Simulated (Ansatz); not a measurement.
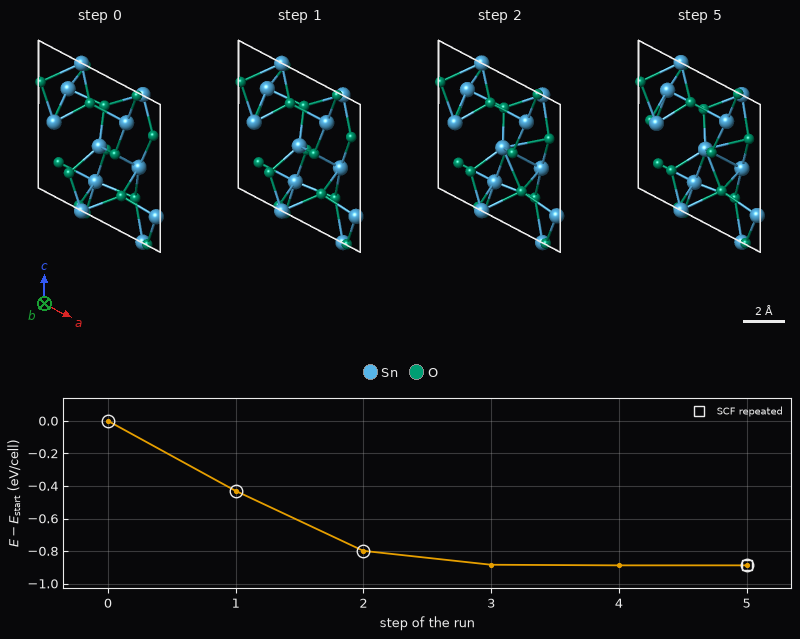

Frames of a relaxation of a defect cell of composition Sn₉O₁₆ (cell charge +3), marked on the history of the run. A ball-and-stick model of the cell of the calculation (origin shifted), seen along the b axis.

Case: Sn interstitial, charge +3, atoms relaxed at the host's cell.

Level of theory: DFT PBE, scalar-relativistic, plane waves, PAW in Ansatz.

The input:
```yaml
crystal:
  lattice:
    - [-4.8271903445, -4.8271903445, 0.0]
    - [-4.8271903445, 4.8271903445, 0.0]
    - [4.8271903445, 0.0, -6.4763045098]
  atoms:
    - { symbol: Sn, position: [0.128225927, 0.6154383909, 0.2452707701] }
    - { symbol: Sn, position: [0.9026607619, 0.3883351975, 0.7490086835] }
    - { symbol: Sn, position: [0.6317322544, 0.1194744723, 0.2526886158] }
    - { symbol: Sn, position: [0.2743067789, 0.8334786984, 0.7469303779], spin: 0.2 }
    - { symbol: Sn, position: [0.7418689816, 0.7084862685, 0.4729028632] }
    - { symbol: Sn, position: [0.4978156616, 0.5226733109, 0.00336362] }
    - { symbol: Sn, position: [0.243253984, 0.2682496735, 0.4946480845] }
    - { symbol: Sn, position: [1.0178165999, 0.9842365833, 0.0251722427] }
    - { symbol: O, position: [0.1075224956, 0.9302848088, 0.2741219206] }
    - { symbol: O, position: [0.8929669116, 0.6865397424, 0.7489531338] }
    - { symbol: O, position: [0.5824396846, 0.4055613769, 0.2240159634] }
    - { symbol: O, position: [0.3301442059, 0.2061295617, 0.749103828] }
    - { symbol: O, position: [0.1636451619, 0.3129663506, 0.2444217743] }
    - { symbol: O, position: [0.8968776731, 0.0577868291, 0.7473393664], spin: 0.2 }
    - { symbol: O, position: [0.6680950816, 0.8177727256, 0.2534989609] }
    - { symbol: O, position: [0.4026160724, 0.5714648345, 0.7489950883] }
    - { symbol: O, position: [0.4554706133, 0.7597856264, 0.4893677148], spin: 0.2 }
    - { symbol: O, position: [0.1968223704, 0.5307876122, 0.0052765429] }
    - { symbol: O, position: [0.9403990637, 0.2743808248, 0.4926707929] }
    - { symbol: O, position: [0.7156369899, 0.0145460454, 0.0106617134], spin: 0.2 }
    - { symbol: O, position: [0.0249985363, 0.6633816435, 0.4576351061] }
    - { symbol: O, position: [0.7919368245, 0.4401592348, -0.0275955082] }
    - { symbol: O, position: [0.5684348553, 0.2166747355, 0.5257752246] }
    - { symbol: O, position: [0.3162502098, -0.0450894332, 0.040347864] }
    - { symbol: Sn, position: [0.5998861601, 1.0787637758, 0.7459229114], spin: 0.2 }
  host:
    lattice:
      - [4.8271903445, 0.0, 0.0]
      - [0.0, 4.8271903445, 0.0]
      - [0.0, 0.0, 3.2381522549]
    atoms:
      - { symbol: Sn, position: [0.5, 0.5, 0.5] }
      - { symbol: Sn, position: [0.0, 0.0, 0.0] }
      - { symbol: O, position: [0.1934234769, 0.8065765231, 0.5] }
      - { symbol: O, position: [0.8065765231, 0.1934234769, 0.5] }
      - { symbol: O, position: [0.3065765231, 0.3065765231, 0.0] }
      - { symbol: O, position: [0.6934234769, 0.6934234769, 0.0] }
total_charge: 3
basis:
  ecutwfc: 420
  xc_grid: 2
kpoints:
  mp_grid: { grid: [3, 3, 3], shift: [0.0, 0.0, 0.0] }
hamiltonian:
  xc: pbe
scf:
  occupations: { method: gaussian, width: 0.01 }
output:
  forces: true
  stress: false
  eigenvalues: true
  populations: true
  charged_corrections:
    defect_position: [0.625, 0.975, 0.75]
    epsilon: [[14.0248, 0.0, 0.0], [0.0, 14.0248, 0.0], [0.0, 0.0, 10.8937]]
  write_density: true
  write_potential: true
  elf: true
  volumetric_format: npy
magnetization:
  spin_polarized: true
relax:
  adjacent_minimum: "off"
  f_tol: 0.025
  max_steps: 45
```

Command:
```bash
ansatz run input.yaml --threads 4 --pin off --max-ram 10240MiB --backend cpu --events-out ev --progress --plain --runs-dir out
```

Question: Describe the path.

Answer: After 4 accepted moves (5 points after the start) the energy has fallen by 0.888 eV per cell of the calculation. Largest force component: 1.3 eV/Å at the start, 0.025 eV/Å at the end. 1 step only repeated the SCF at the same geometry. Sn4 moves most: 0.34 Å along +a. Largest moves by element: Sn 0.34 Å, O 0.29 Å. The cell doesn't change. Some distances before and after: Sn4–O20 2.737 → 2.253 Å, Sn4–O17 2.720 → 2.253 Å, Sn4–O12 2.564 → 2.284 Å, O22–Sn25 2.305 → 2.131 Å. Bond angles that change, for instance: O12–Sn4–O16 145.8° → 168.7°, O16–Sn4–Sn25 101.2° → 123.8°, O21–Sn4–O24 137.4° → 119.4°. The program noted that the starting moments weren't kept. From step 0 to 1: O20 moves most (0.13 Å), energy −0.430 eV per cell of the calculation. From step 1 to 2: Sn4 moves most (0.20 Å), energy −0.369 eV per cell of the calculation. From step 2 to 5: O10 moves most (0.17 Å), energy −89.1 meV per cell of the calculation.

```
step  E − E(0), meV/atom  largest force component, eV/Å                         note
   0                0.00                         1.3242                             
   1              -17.21                         0.7395                             
   2              -31.95                         0.4784                             
   3              -35.37                         0.1604                             
   4              -35.51                         0.0243                             
   5              -35.51                         0.0245  same geometry, SCF repeated
```

Limits of the set-up: the periodic images lie only 6.8 Å apart, so the values are limited by the cell's size; the cell is charged, on a uniform background, and energies carry no finite-size correction.
